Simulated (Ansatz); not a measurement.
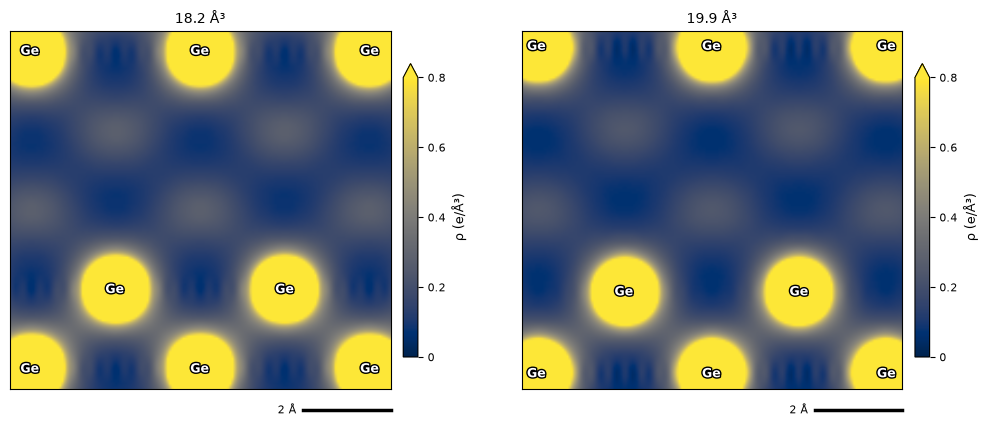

Ge. The valence pseudo-density of cells scaled evenly to different volumes (given per atom above each panel), on the (110) plane of each (indices in the axes of the cell below), at one length scale and on one colour scale.

A structure from a database of computed crystals, not necessarily the ambient phase.

Level of theory: DFT PBEsol, scalar-relativistic, plane waves, PAW (Ansatz 0.2.0).

The density is the valence pseudo-density of a PAW calculation; it isn't the true density close to the nuclei.

The largest cell:

```
Ge
1.0
    -2.65172    2.65172    1.41837
     2.65172   -2.65172    1.41837
     2.65172    2.65172   -1.41837
Ge
2
Direct
  0.25000 0.75000 0.50000
  0.50000 0.50000 0.00000
```

| volume (Å³/atom) | Ge–Ge contact in the plane (Å) | ρ at its midpoint (e/Å³) | pressure (GPa) | 
| --- | --- | --- | --- |
| 18.25 | 2.665 | 0.336 | 0.5 | 
| 19.08 | 2.705 | ? | ? | 
| 19.95 | 2.745 | 0.297 | −5.4 | 

Estimate the missing row, and compare with the calculation.

Answer. Over the known rows ln ρ falls by 1.54 per Å of Ge–Ge distance (the line through the two), which gives 0.316 e/Å³ at 2.705 Å; the calculation gives 0.315 e/Å³. For the pressure, a straight line in volume between the neighbouring rows gives −2.4 GPa; the calculation gives −2.8, lower because pressure rises ever faster on compression.
